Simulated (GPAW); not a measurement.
Consider CdS (Hawleyite, F-43m).

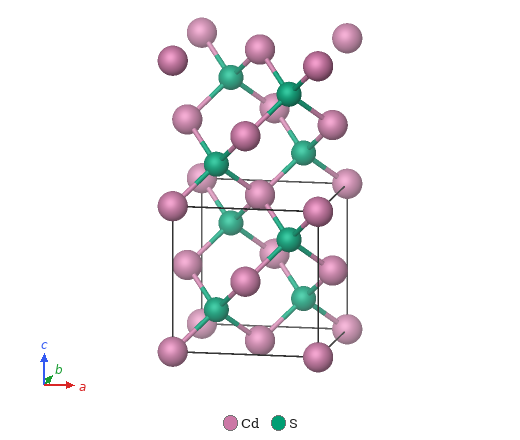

The structure (cadmium pink, sulfur teal). Bonds to atoms that aren't drawn are left out. 1×1×2 conventional cells are drawn. Some periodic images of atoms are drawn too.

```xyz
2
Lattice="0.0000 2.9165 2.9165 2.9165 0.0000 2.9165 2.9165 2.9165 0.0000" Properties=species:S:1:pos:R:3 pbc="T T T"
Cd    0.0000    0.0000    0.0000
S     4.3748    4.3748    4.3748
```

Absorber: atom 2, with 4 Cd at 2.53 Å (tetrahedral, site symmetry -43m). Method: GPAW, PBE, full core hole (charged cell), 8-atom cell with 5.8 Å between holes, 4×4×4 k points, dipole transitions, Gaussian full width 0.9 eV up to 4 eV, rising linearly to 3.5 eV at 25 eV.

Where do the maxima of the S K edge fall?

Main maxima up to 24 eV above the zero (height): 3.4 eV (2.30), 6.1 eV (1.55), 7.4 eV (1.55) and 14.4 eV (1.41). A K edge sees empty p states on the absorber. The total-energy difference plus the lowest empty eigenvalue puts the zero at 2482.26 eV. One term is added: -16.94 eV, since the hole is spin-paired here and a spin-polarised one costs that much less in the free atom (computed apart). The photon energy is then 2465.32 eV. The functional and the charged cell's background leave an error of a few eV in such absolute values.

The S K spectrum (energy from the lowest empty level; intensity scaled to a mean of 1 over the first 20 eV):

| E (eV) | intensity |
| --- | --- |
| -2.0 | 0.00 |
| -0.5 | 0.00 |
| 1.0 | 0.20 |
| 2.5 | 1.41 |
| 4.0 | 1.76 |
| 5.5 | 1.34 |
| 7.0 | 1.45 |
| 8.5 | 0.80 |
| 10.0 | 0.49 |
| 11.5 | 0.54 |
| 13.0 | 1.11 |
| 14.5 | 1.41 |
| 16.0 | 1.06 |
| 17.5 | 0.70 |
| 19.0 | 0.67 |
| 20.5 | 0.80 |
| 22.0 | 0.87 |
| 23.5 | 1.08 |
| 25.0 | 1.29 |
| 26.5 | 1.27 |
| 28.0 | 1.12 |
| 29.5 | 1.05 |
| 31.0 | 1.08 |

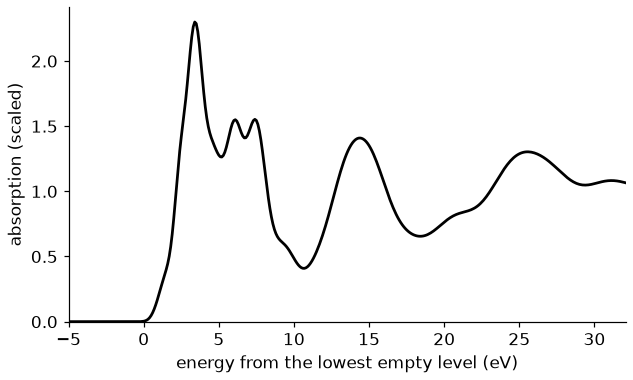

The S K edge.

The holes are only 5.8 Å apart, so the shape is probably not converged with cell size; no larger cell was run here. The mesh is coarse (0.27 Å⁻¹ between points), so small maxima may be mesh ripples. The structure is a published determination, not relaxed.

[Banner, clock and machine lines of the logs are left out without a mark of their own.]

[Logs are printed without paths, hosts, clocks, repeated set-up lines and the standing remarks that a program may print on its own settings, such as how far it seeks lower states.]

[Hosts, paths, dates, database ids (printed as entryN), source tags and the programs' standing remarks are cut or masked in the printed files.]

[Lists of maxima count a maximum above −3 eV only where it reaches 4 % of the highest in the window and stands out from its surroundings by 2 % of it (1.5 % where it reaches 55 %); shoulders and weaker maxima are passed over, and of the rest the first, up to two pre-edge ones and the few strongest are named.]
